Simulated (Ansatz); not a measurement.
# Calculations on O₃₂Ca₃₃

**1. Relaxation**

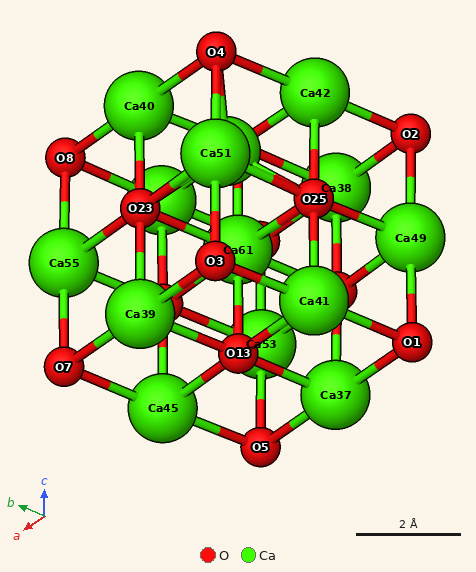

A defect cell of composition O$_{32}$Ca$_{33}$ (cell charge +1), before the relaxation. Style: ball-and-stick. Shown: the atoms within 4.2 Å of the atom that moves most (axes of the cell of the calculation (origin shifted)), from a free direction.

These are results of DFT, PBEsol, PAW, plane waves (Ansatz 0.2.0), not measurements.

Settings: plane-wave cutoff 420 eV; k-point mesh 1 × 1 × 1; mesh shifted by (0.25, 0.25, 0.25); collinear spin; atoms relaxed in a fixed cell; force threshold 0.03 eV/Å; at most 80 steps.

```
O Ca
1.0
     9.53520    0.00000    0.00000
     0.00000    9.53520    0.00000
     0.00000    0.00000    9.53520
O Ca
32 33
Direct
  0.25138 0.99847 0.00099
  0.24955 0.00342 0.49938
  0.25230 0.50080 0.99836
  0.24904 0.50053 0.50013
  0.74955 0.00006 0.00268
  0.74851 0.00242 0.49672
  0.75153 0.50053 0.99912
  0.74823 0.49955 0.50024
  0.00043 0.25019 0.00394
  0.00326 0.24971 0.50223
  0.00021 0.75191 0.00152
  0.99933 0.74552 0.49966
  0.49970 0.25047 0.00117
  0.50147 0.25052 0.50501
  0.49891 0.75061 0.99781
  0.50313 0.75289 0.50347
  0.00129 0.00183 0.24933
  0.99691 0.99427 0.75133
  0.99660 0.50332 0.25103
  0.99786 0.49727 0.74774
  0.50018 0.99763 0.25036
  0.50774 0.00243 0.75111
  0.49904 0.50142 0.25072
  0.49346 0.50057 0.74740
  0.25081 0.25012 0.24638
  0.24910 0.25016 0.75174
  0.25165 0.75204 0.25189
  0.25519 0.74964 0.74971
  0.74967 0.24910 0.24868
  0.74681 0.25202 0.74915
  0.75133 0.75061 0.24774
  0.75408 0.75003 0.75078
  0.99930 0.00263 0.00100
  0.99786 0.99943 0.49550
  0.99798 0.50141 0.99971
  0.00219 0.49923 0.50197
  0.49866 0.00309 0.99902
  0.49827 0.00182 0.49753
  0.49951 0.50134 0.99707
  0.50307 0.50196 0.49916
  0.24816 0.25167 0.99954
  0.24987 0.24824 0.50192
  0.24742 0.74710 0.99863
  0.24947 0.75148 0.50052
  0.74967 0.25011 0.99740
  0.75471 0.24916 0.50029
  0.75192 0.74844 0.99971
  0.75238 0.74815 0.50095
  0.25265 0.00217 0.25199
  0.24878 0.00063 0.74831
  0.24784 0.50392 0.25329
  0.25129 0.50204 0.75085
  0.74931 0.99829 0.25042
  0.75049 0.00354 0.74906
  0.75235 0.50069 0.24919
  0.75128 0.50066 0.75062
  0.00265 0.25093 0.25374
  0.00091 0.24815 0.74868
  0.00134 0.74666 0.25097
  0.00100 0.75254 0.74525
  0.49900 0.25204 0.24995
  0.50017 0.25268 0.74679
  0.49976 0.74866 0.24953
  0.50020 0.74950 0.74942
  0.37820 0.37622 0.37630
```

What does the optimiser find from here?

After 5 geometry steps the energy has fallen by 5.730 eV per cell of the calculation. The largest force component goes from 5.1 to 0.018 eV/Å. The largest move is that of Ca61, 0.45 Å along [1 −1 −1]. Largest moves by element: Ca 0.45 Å, O 0.11 Å. The lattice vectors keep their values. Near-neighbour distances that change, for instance: Ca40–Ca61 3.366 → 4.086 Å, Ca42–Ca51 3.401 → 4.094 Å, Ca40–Ca51 3.379 → 4.070 Å, Ca51–Ca61 3.392 → 4.069 Å. Bond angles that change, for instance: O21–Ca61–O23 179.6° → 164.9°, O13–Ca61–O14 179.0° → 164.9°, O25–Ca61–O29 178.4° → 165.1°.

The end point in the same view:

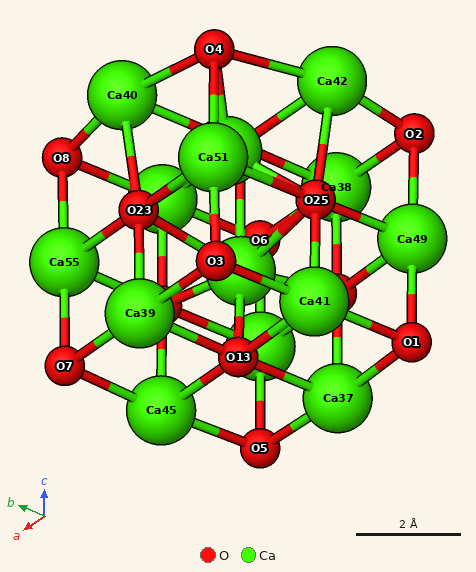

Limits of the set-up: the cell is charged, on a uniform background, and energies carry no finite-size correction.

**2. Relaxation**

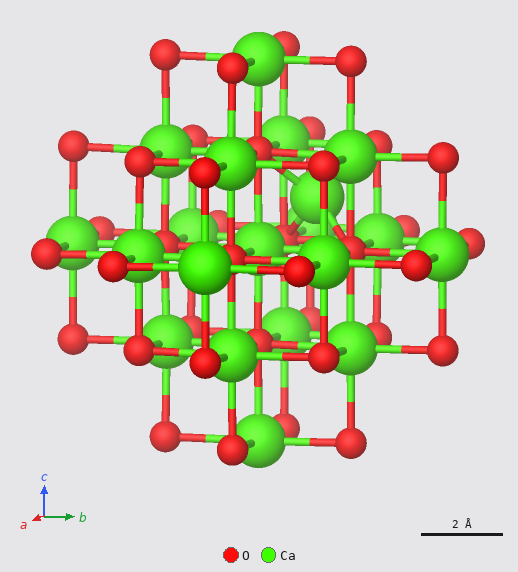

This is the input geometry for a relaxation of a defect cell of composition O32Ca33 (cell charge −1). A ball-and-stick model of the atoms within 5.8 Å of the atom that moves most (axes of the cell of the calculation (origin shifted)), seen slightly off an axis.

Theory: Ansatz 0.2.0, DFT, PBEsol, PAW, plane waves.

Set-up: plane-wave cutoff 420 eV; k-point mesh 1 × 1 × 1; mesh shifted by (0.25, 0.25, 0.25); collinear spin; atoms relaxed in a fixed cell; force threshold 0.03 eV/Å; at most 80 steps.

```xyz
65
Lattice="9.5352 0.0000 0.0000 0.0000 9.5352 0.0000 0.0000 0.0000 9.5352" Properties=species:S:1:pos:R:3 pbc="T T T"
O     2.3969    9.5206    0.0095
O     2.3795    0.0326    4.7617
O     2.4058    4.7752    9.5195
O     2.3746    4.7726    4.7688
O     7.1471    0.0006    0.0255
O     7.1372    0.0231    4.7363
O     7.1660    4.7727    9.5268
O     7.1346    4.7633    4.7699
O     0.0041    2.3856    0.0376
O     0.0311    2.3810    4.7889
O     0.0021    7.1696    0.0144
O     9.5289    7.1087    4.7644
O     4.7648    2.3883    0.0111
O     4.7816    2.3888    4.8154
O     4.7572    7.1572    9.5143
O     4.7975    7.1790    4.8007
O     0.0123    0.0175    2.3774
O     9.5057    9.4806    7.1641
O     9.5028    4.7993    2.3936
O     9.5148    4.7416    7.1299
O     4.7694    9.5126    2.3872
O     4.8414    0.0232    7.1620
O     4.7584    4.7811    2.3906
O     4.7052    4.7731    7.1266
O     2.3915    2.3850    2.3493
O     2.3752    2.3853    7.1679
O     2.3995    7.1708    2.4019
O     2.4333    7.1479    7.1486
O     7.1483    2.3752    2.3712
O     7.1210    2.4031    7.1433
O     7.1641    7.1572    2.3622
O     7.1903    7.1517    7.1589
Ca    9.5285    0.0250    0.0095
Ca    9.5148    9.5298    4.7247
Ca    9.5160    4.7811    9.5325
Ca    0.0208    4.7603    4.7864
Ca    4.7548    0.0295    9.5258
Ca    4.7511    0.0173    4.7441
Ca    4.7630    4.7804    9.5072
Ca    4.7968    4.7863    4.7596
Ca    2.3663    2.3998    9.5308
Ca    2.3825    2.3670    4.7859
Ca    2.3592    7.1237    9.5221
Ca    2.3788    7.1655    4.7725
Ca    7.1483    2.3848    9.5104
Ca    7.1963    2.3758    4.7704
Ca    7.1697    7.1365    9.5324
Ca    7.1741    7.1337    4.7767
Ca    2.4090    0.0207    2.4028
Ca    2.3722    0.0060    7.1353
Ca    2.3632    4.8050    2.4152
Ca    2.3961    4.7870    7.1596
Ca    7.1448    9.5189    2.3878
Ca    7.1561    0.0338    7.1424
Ca    7.1738    4.7742    2.3761
Ca    7.1636    4.7739    7.1573
Ca    0.0253    2.3927    2.4195
Ca    0.0087    2.3662    7.1388
Ca    0.0128    7.1196    2.3931
Ca    0.0095    7.1756    7.1061
Ca    4.7581    2.4033    2.3833
Ca    4.7692    2.4094    7.1208
Ca    4.7653    7.1386    2.3793
Ca    4.7695    7.1466    7.1459
Ca    3.6062    3.5873    3.5881
```

> What does the optimiser find from here?

Ca61 moves most: 0.40 Å along [1 −1 −1]. Largest moves by element: Ca 0.40 Å, O 0.12 Å. The cell doesn't change. Some distances before and after: Ca40–Ca61 3.366 → 4.009 Å, Ca42–Ca51 3.401 → 4.022 Å, Ca42–Ca61 3.379 → 3.999 Å, Ca40–Ca51 3.379 → 3.994 Å. Bond angles that change, for instance: O21–Ca61–O23 179.6° → 167.3°, O13–Ca61–O14 179.0° → 167.3°, O10–Ca42–O14 178.8° → 167.6°. The energy falls by 4.415 eV per cell of the calculation in 8 geometry steps. Largest force component: 4.2 eV/Å at the start, 0.014 eV/Å at the end. Cost: 8.4 s on 1 × NVIDIA GB200 with 8 threads of Arm Neoverse-V2, peak memory 1.9 GiB.

History of the run:

```json
{"step": "0", "E − E(0), meV/atom": "0.00", "largest force component, eV/Å": "4.2349"}
{"step": "1", "E − E(0), meV/atom": "-49.99", "largest force component, eV/Å": "1.6535"}
{"step": "2", "E − E(0), meV/atom": "-67.31", "largest force component, eV/Å": "0.1812"}
{"step": "3", "E − E(0), meV/atom": "-67.36", "largest force component, eV/Å": "0.1384"}
{"step": "4", "E − E(0), meV/atom": "-67.85", "largest force component, eV/Å": "0.0640"}
{"step": "5", "E − E(0), meV/atom": "-67.88", "largest force component, eV/Å": "0.0706"}
{"step": "6", "E − E(0), meV/atom": "-67.88", "largest force component, eV/Å": "0.0883"}
{"step": "7", "E − E(0), meV/atom": "-67.93", "largest force component, eV/Å": "0.0139"}
{"step": "8", "E − E(0), meV/atom": "-67.93", "largest force component, eV/Å": "0.0140"}
```

The end point in the same view:

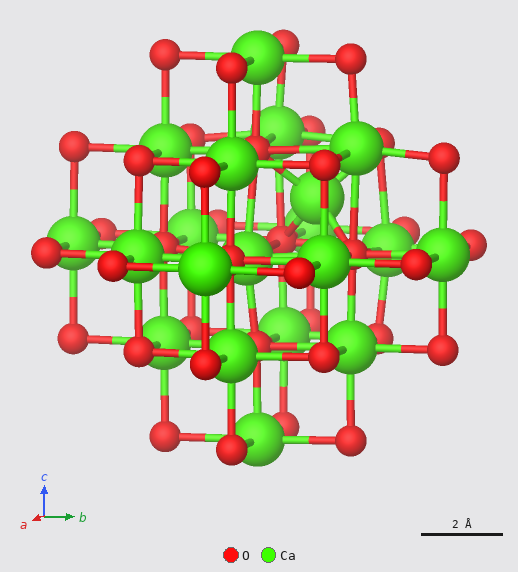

Limits of the set-up: the cell is charged, on a uniform background, and energies carry no finite-size correction.

**3. Defect**

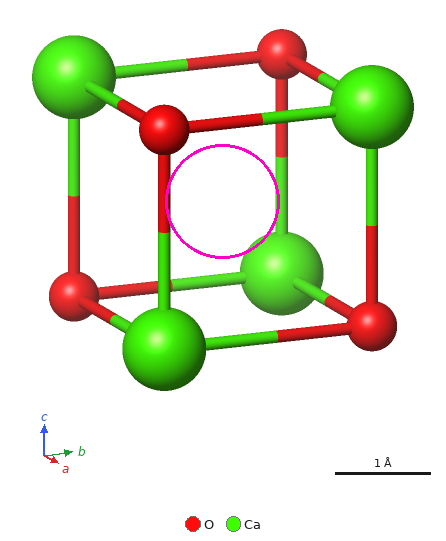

Perfect CaO. A ball-and-stick model of the atoms within 3.8 Å of one point, seen slightly off an axis.

Theory: DFT, PBEsol, PAW, plane waves in Ansatz 0.2.0. Set-up: plane-wave cutoff 420 eV; k-point mesh 1 × 1 × 1; mesh shifted by (0.25, 0.25, 0.25); no spin polarisation. Fermi-Dirac smearing of 0.01 eV. A uniform background neutralises the charged cell. The axes drawn are those of the host's conventional cell.

An extra calcium atom is put between the host's atoms (an interstitial) at the ringed place, in charge state +2. The supercell has 64 sites, and the atoms are relaxed at the host's cell.

How do the neighbours respond?

The Ca atom starts with 4 Ca at 2.06 to 2.07 Å, 4 O at 2.06 to 2.07 Å around its place and ends with 4 O at 2.10 Å, 4 Ca at 2.52 Å. Of the host's atoms, a calcium atom moves furthest from its site, by 0.45 Å.

The relaxed defect, seen from the same direction:

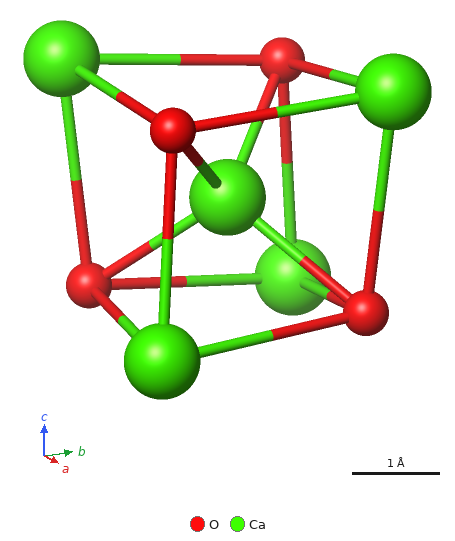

Limits of the set-up: the cell is charged, on a uniform background, and energies carry no finite-size correction.

**4. Defect**

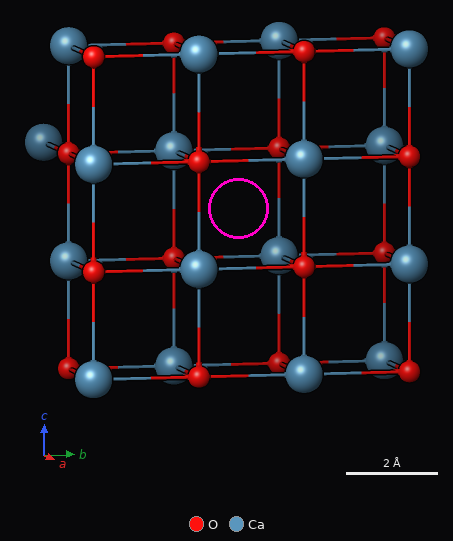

Perfect CaO. A ball-and-stick model of the atoms within 5.4 Å of one point, in a slice 5.0 Å thick across the line of sight, seen slightly off an axis.

All numbers below come from DFT, PBEsol, PAW, plane waves (Ansatz 0.2.0). (plane-wave cutoff 420 eV; k-point mesh 1 × 1 × 1; mesh shifted by (0.25, 0.25, 0.25); no spin polarisation) Fermi-Dirac smearing of 0.01 eV. The axes drawn are those of the host's conventional cell.

An extra calcium atom is put between the host's atoms (an interstitial) at the ringed place, in charge state 0. The supercell has 64 sites, and the atoms are relaxed at the host's cell.

**How do the neighbours respond?**

The Ca atom starts with 4 Ca at 2.06 to 2.07 Å, 4 O at 2.06 to 2.07 Å around its place and ends with 4 O at 2.13 Å, 4 Ca at 2.47 to 2.48 Å. Of the host's atoms, a calcium atom moves furthest from its site, by 0.41 Å.

The relaxed defect, seen from the same direction:

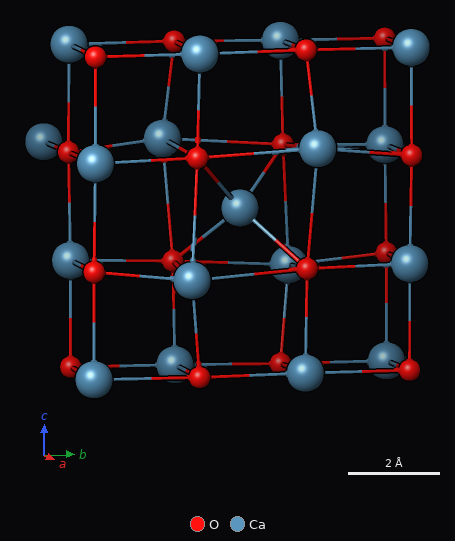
